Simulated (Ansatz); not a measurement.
**What a change does: single-point calculation on C**

System: C (Cmc2₁, 8 atoms in the cell).
Method of run 1: DFT LDA, scalar-relativistic, plane waves, PAW, PAW set soft_1, no spin polarisation (Ansatz 0.2.0).

The structure derives from an entry of the Crystallography Open Database. Text and figures count atoms from 1; the logs count them from 0 in places.

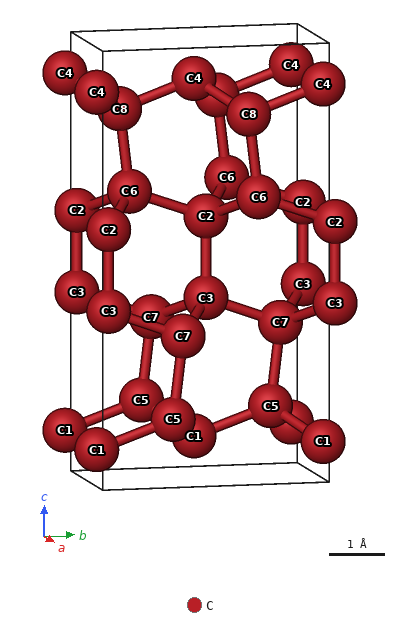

**Figure 1.** The input geometry (ball-and-stick view of the cell 2 times as large as that of the calculation, set on its symmetry axes, seen slightly off an axis; atoms are numbered from 1 in the order of the input). An atom can appear more than once, as a periodic image.

**Input file, run 1**
```yaml
crystal:
  lattice:
    - [2.4896249417, 0.0, 0.0]
    - [-1.2448124708, 2.1560784454, 0.0]
    - [0.0, 0.0, 8.2142660865]
  atoms:
    - { symbol: C, position: [-0.026436886, -0.0528737719, 0.0929365318] }
    - { symbol: C, position: [0.026436886, 0.0528737719, 0.5929365318] }
    - { symbol: C, position: [0.026436886, 0.0528737719, 0.4070634682] }
    - { symbol: C, position: [-0.026436886, -0.0528737719, 0.9070634682] }
    - { symbol: C, position: [0.3114295426, 0.6228590851, 0.155544364] }
    - { symbol: C, position: [0.6885704574, 0.3771409149, 0.655544364] }
    - { symbol: C, position: [0.3552371241, 0.7104742482, 0.344455636] }
    - { symbol: C, position: [0.6447628759, 0.2895257518, 0.844455636] }
basis:
  ecutwfc: 520.0
kpoints:
  mp_grid: { grid: [12, 12, 4] }
hamiltonian:
  xc: lda
  pseudopotentials: { kind: paw, azcp: { folder: soft_1 } }
scf:
  occupations: { method: gaussian, width: 0.05 }
output:
  forces: true
  stress: true
  eigenvalues: true
  write_density: true
  write_potential: true
  elf: true
  volumetric_format: npy
```

Launched with:
```bash
ansatz run input.yaml --threads 2 --pin off --max-ram 4096MiB --backend cpu --events-out ev --progress --plain --runs-dir out
```

Hardware: 2 threads of Arm Neoverse N1, 98 GiB of memory available, shared host.

**Output, shortened to warnings, some set-up lines, iterations and results (run 1)**
```
Warning: [file] the record states the generating functional pbe (its physics header spells it `PBE`), which answers neither for hamiltonian.xc's functional nor for the lda family's — results may be inconsistent (PPs are generated against a specific XC)
Basis set: ecut = 520 eV, 1195 PW (Γ)
Symmetry: 4 space group operations
k-points: 129 of 576 (time reversal used)
Initial density: superposition of atomic densities (chi_scale 0.1, normalization cell)
[...]
SCF iter   1: F=—  HF=-1946.493428 eV  |F-HF|=—  |Δ(HF+E_count)|=         —  Δρ=1.46e-1  dr2=6.69e0  ethr=3.10e-3  ⟨swp⟩=6.0  Hψ=14504  notcnv=0  defer=5
SCF iter   2: F=—  HF=-1943.961976 eV  |F-HF|=—  |Δ(HF+E_count)|=    2.53e0  Δρ=5.75e-2  dr2=9.45e-1  ethr=3.10e-3  ⟨swp⟩=3.0  Hψ=7541  notcnv=0  defer=306
SCF iter   3: F=—  HF=-1943.606280 eV  |F-HF|=—  |Δ(HF+E_count)|=   3.56e-1  Δρ=4.90e-3  dr2=3.41e-3  ethr=2.95e-3  ⟨swp⟩=2.1  Hψ=5426  notcnv=0  defer=306
SCF iter   4: F=—  HF=-1943.606929 eV  |F-HF|=—  |Δ(HF+E_count)|=   6.49e-4  Δρ=6.88e-4  dr2=4.77e-4  ethr=1.07e-5  ⟨swp⟩=2.2  Hψ=4904  notcnv=0  defer=306
SCF iter   5: F=—  HF=-1943.606792 eV  |F-HF|=—  |Δ(HF+E_count)|=   1.37e-4  Δρ=1.24e-4  dr2=2.91e-6  ethr=1.49e-6  ⟨swp⟩=2.0  Hψ=4106  notcnv=0  defer=306
SCF iter   6: F=—  HF=-1943.606793 eV  |F-HF|=—  |Δ(HF+E_count)|=   8.52e-7  Δρ=4.09e-5  dr2=1.62e-7  ethr=3.13e-10  ⟨swp⟩=16.9  Hψ=24529  notcnv=0
SCF iter   7: F=-1943.606793 eV  HF=-1943.606793 eV  |F-HF|=8.04e-9  |Δ(HF+E_count)|=   8.56e-8  Δρ=5.81e-6  dr2=1.12e-8  ethr=3.13e-10  ⟨swp⟩=7.9  Hψ=15285  notcnv=0
SCF 1 converged in 7 iterations: F = -1943.606793 eV  dr2 = 1.12e-8
SCF converged after 7 iterations
Free energy (F): -1943.606793 eV
Harris-Foulkes:  -1943.606793 eV  (|F-HF|=8.04e-9)
Internal energy: -1943.606793 eV  (E = F + TS)
E sigma→0 (E₀):  -1943.606793 eV
Fermi energy:    16.007014 eV
--- Per-component energies (eV) ---
  E_band       = 145.263984
  E_kinetic    = 725.536045
  E_local      = -439.867158  (includes V_loc(G=0)·N_el)
  E_nonlocal   = 192.564175
  E_hartree    = 103.701410
  E_xc         = -380.618363
  E_vxc        = -471.419545  (∫ρ·V_xc dr)
  E_paw        = -740.554346  (= ΣΔE_a)
  E_vpaw       = -68.952282  (= ΣTr[D̂ρ^β])
  E_aug_tail   = 0.000007  (compensation charges beyond the density's cutoff)
  E_ewald      = -1404.871222
  E_core_change = 0.502660  (= ΣΔE_core)
  E_smearing   = -0.000000  (= −TS)
  E_closure    = -0.000000  (closes the sum)
  Σ components = -1943.606793   (vs F -1943.606793, Δ=0.00e0)
--- Forces (eV/Å), atoms counted from 1 ---
  atom   1  C      0.00000000     0.74521611     0.00766945
  atom   2  C     -0.00000000    -0.74521611     0.00766945
  atom   3  C     -0.00000000    -0.82351715    -0.00498488
  atom   4  C      0.00000000     0.82351715    -0.00498488
  atom   5  C      0.00000000     0.70274062     0.03000994
  atom   6  C     -0.00000000    -0.70274062     0.03000994
  atom   7  C     -0.00000000    -0.59590526    -0.03269438
  atom   8  C      0.00000000     0.59590526    -0.03269438
  max |Σ_I F_I| component: 2.87e-7 eV/Å
--- Stress (GPa, compression-positive) ---
        0.746547      -0.000000       0.000000
       -0.000000      -1.032380       0.000000
        0.000000       0.000000       0.499311
  P = ⅓ Tr σ = 0.0712 GPa (0.712 kbar)
```

For run 2 the input was changed thus:
```diff
-  ecutwfc: 520.0
+  xc_grid: 2
-  mp_grid: { grid: [12, 12, 4] }
+  mp_grid: { grid: [6, 6, 2] }
-  write_density: true
-  write_potential: true
-  elf: true
-  volumetric_format: npy
```

Predict how the results change.

The free energy of run 2 is 4.8 meV per atom higher, the joint effect of these numerical settings, which can't be told apart here. The gap on the mesh goes from 4.56 to 4.65 eV. The number of SCF iterations is the same. The irreducible k-points go from 129 to 26. The plane waves at Γ go from 1195 to 837. On the same kind of shared host run 2 took about 0.1 times as long.

**Output, shortened to warnings, some set-up lines, iterations and results (run 2)**
```
Warning: [file] the record states the generating functional pbe (its physics header spells it `PBE`), which answers neither for hamiltonian.xc's functional nor for the lda family's — results may be inconsistent (PPs are generated against a specific XC)
Basis set: ecut = 420 eV, 837 PW (Γ), exchange–correlation on 36×36×120 points (8 copies of the dense FFT grid, shifted against one another)
Symmetry: 4 space group operations
k-points: 26 of 72
Initial density: superposition of atomic densities (chi_scale 0.1, normalization cell)
[...]
SCF iter   1: F=—  HF=-1946.460421 eV  |F-HF|=—  |Δ(HF+E_count)|=         —  Δρ=1.46e-1  dr2=6.69e0  ethr=3.10e-3  ⟨swp⟩=5.9  Hψ=2904  notcnv=0  defer=2
SCF iter   2: F=—  HF=-1943.924104 eV  |F-HF|=—  |Δ(HF+E_count)|=    2.54e0  Δρ=5.75e-2  dr2=9.45e-1  ethr=3.10e-3  ⟨swp⟩=2.9  Hψ=1507  notcnv=0  defer=64
SCF iter   3: F=—  HF=-1943.567586 eV  |F-HF|=—  |Δ(HF+E_count)|=   3.57e-1  Δρ=4.90e-3  dr2=3.36e-3  ethr=2.95e-3  ⟨swp⟩=2.0  Hψ=1073  notcnv=0  defer=64
SCF iter   4: F=—  HF=-1943.568381 eV  |F-HF|=—  |Δ(HF+E_count)|=   7.95e-4  Δρ=6.13e-4  dr2=3.70e-4  ethr=1.05e-5  ⟨swp⟩=2.2  Hψ=973  notcnv=0  defer=38
SCF iter   5: F=—  HF=-1943.568274 eV  |F-HF|=—  |Δ(HF+E_count)|=   1.07e-4  Δρ=1.28e-4  dr2=3.07e-6  ethr=1.16e-6  ⟨swp⟩=2.0  Hψ=832  notcnv=0  defer=38
SCF iter   6: F=—  HF=-1943.568278 eV  |F-HF|=—  |Δ(HF+E_count)|=   4.39e-6  Δρ=3.93e-5  dr2=1.58e-7  ethr=3.13e-10  ⟨swp⟩=11.6  Hψ=3319  notcnv=0
SCF iter   7: F=-1943.568278 eV  HF=-1943.568278 eV  |F-HF|=8.77e-9  |Δ(HF+E_count)|=   8.33e-8  Δρ=6.26e-6  dr2=1.26e-8  ethr=3.13e-10  ⟨swp⟩=4.0  Hψ=1724  notcnv=0
SCF 1 converged in 7 iterations: F = -1943.568278 eV  dr2 = 1.26e-8
SCF converged after 7 iterations
Free energy (F): -1943.568278 eV
Harris-Foulkes:  -1943.568278 eV  (|F-HF|=8.77e-9)
Internal energy: -1943.568278 eV  (E = F + TS)
E sigma→0 (E₀):  -1943.568278 eV
Fermi energy:    16.058756 eV
--- Per-component energies (eV) ---
  E_band       = 145.320506
  E_kinetic    = 725.968567
  E_local      = -439.939903  (includes V_loc(G=0)·N_el)
  E_nonlocal   = 192.188722
  E_hartree    = 103.739879
  E_xc         = -380.692196
  E_vxc        = -471.518918  (∫ρ·V_xc dr)
  E_paw        = -740.464932  (= ΣΔE_a)
  E_vpaw       = -68.857753  (= ΣTr[D̂ρ^β])
  E_aug_tail   = 0.000148  (compensation charges beyond the density's cutoff)
  E_ewald      = -1404.871222
  E_core_change = 0.502660  (= ΣΔE_core)
  E_smearing   = -0.000000  (= −TS)
  E_closure    = 0.000000  (closes the sum)
  Σ components = -1943.568278   (vs F -1943.568278, Δ=0.00e0)
--- Forces (eV/Å), atoms counted from 1 ---
  atom   1  C      0.00000000     0.74502269     0.01248545
  atom   2  C     -0.00000000    -0.74502269     0.01248545
  atom   3  C     -0.00000000    -0.82392230    -0.00982366
  atom   4  C      0.00000000     0.82392230    -0.00982366
  atom   5  C      0.00000000     0.69769495     0.02159901
  atom   6  C     -0.00000000    -0.69769495     0.02159901
  atom   7  C     -0.00000000    -0.59047511    -0.02425962
  atom   8  C      0.00000000     0.59047511    -0.02425962
  max |Σ_I F_I| component: 2.36e-6 eV/Å
--- Stress (GPa, compression-positive) ---
        0.885967      -0.000000       0.000000
       -0.000000      -0.891446       0.000000
       -0.000000       0.000000       0.276663
  P = ⅓ Tr σ = 0.0904 GPa (0.904 kbar)
```

**The two runs side by side**

| quantity | run 1 | run 2 |
| --- | --- | --- |
| outcome | converged | converged |
| free energy per atom (eV) | −242.9508 | −242.9460 |
| gap on the mesh (eV) | 4.56 | 4.65 |
| pressure (GPa) | 0.07 | 0.09 |
| largest force (eV/Å) | 0.824 | 0.824 |
| SCF iterations | 7 | 7 |
| irreducible k-points | 129 | 26 |
| plane waves at Γ | 1195 | 837 |
| wall time (shared host) | 26 s | 2.6 s |

For both runs: Warnings: the PAW datasets were made with another functional. For run 2: These settings are looser than, or depart from, a standard set-up, so the numbers are not reference values for this system. So coarse a mesh can miss the band edges, so the true gap of this method can be much smaller, or zero.
